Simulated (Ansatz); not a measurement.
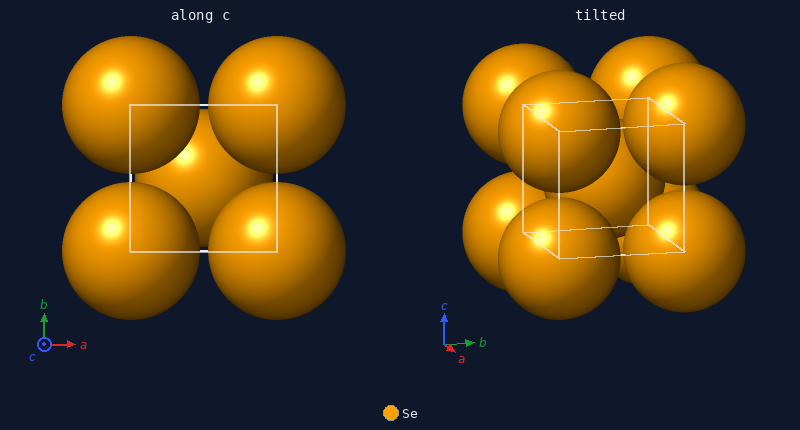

A space-filling rendering, viewed along the c axis and slightly off an axis. Thin lines show the conventional unit cell, with boundary atoms drawn in all their periodic places.

Se, space group Im-3m (No. 229), a = 3.50 Å, b = 3.50 Å, c = 3.50 Å, α = 90.00°, β = 90.00°, γ = 90.00°.

The calculation used DFT PBEsol, scalar-relativistic, plane waves, PAW in Ansatz, with a basis cut at 420 eV, k-points about 0.14 Å⁻¹ apart, Gaussian smearing of 0.1 eV, no spin polarisation.

### Predict the gap.

A metal: bands cross the Fermi level.

### Would the cell expand or shrink if it could?

The computed pressure is -7.1 GPa (stretched: it would shrink).

It derives from a structure listed in the Materials Project. The cell was then strained or its atoms displaced on purpose. A calculation with Ansatz used it as input.

At this level of theory the cell isn't at rest (stretched, at -7 GPa), so its distances can differ from those at equilibrium, the more so the softer the solid.
